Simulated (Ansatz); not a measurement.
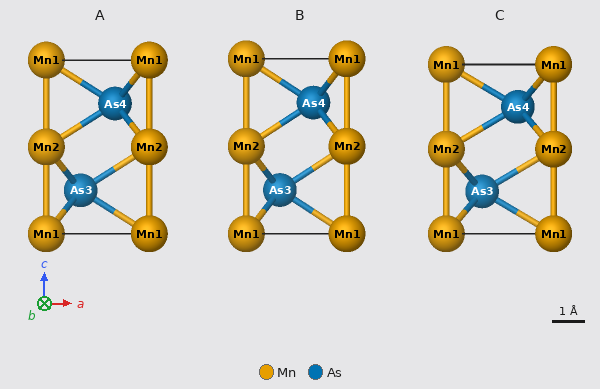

3 geometries from one relaxation of crystalline MnAs (a generated structure, set up in P6_3/mmc), in shuffled order. Style: ball-and-stick. Shown: the cell of the calculation, along the b axis.

Case: Sb → As on all its sites, cell and atoms relaxed.

The calculation used Ansatz, DFT PBE, scalar-relativistic, plane waves, PAW. Set-up: plane-wave cutoff 420 eV; k-point mesh 12 × 12 × 8; occupations gaussian; smearing width 0.1 eV; collinear spin; cell and atoms relaxed; force threshold 0.01 eV/Å; at most 60 steps.

**Put them in the order of the run, from the start to the converged end.**

C, A, B. They are steps 0, 1, 4, at +0.191 eV per cell of the calculation, +22.9 meV per cell of the calculation relative to the last. The energy falls by 0.191 eV per cell of the calculation in 3 accepted moves (4 points after the start). All forces vanish by symmetry, so only the cell relaxes. Pressure: −4.89 GPa at the start and 0.07 GPa at the end. At 1 point the geometry stayed and the basis and grid were re-selected for the new cell (energy shift of 1.6 meV per cell of the calculation at most each time). The atoms keep their places relative to the cell (all moves are under 0.005 Å). The volume changes by −9.1 %, with a = b 3.896 → 3.654 Å (−6.2 %), c 5.322 → 5.501 Å (+3.4 %). Near-neighbour distances that change, for instance: Mn1–As3 2.613 → 2.518 Å, Mn1–Mn2 2.661 → 2.750 Å. Bond angles that change, for instance: Mn1–As3–Mn2 61.2° → 66.2°, Mn1–As3–Mn1 96.4° → 93.0°. The space group stays P6_3/mmc (No. 194).
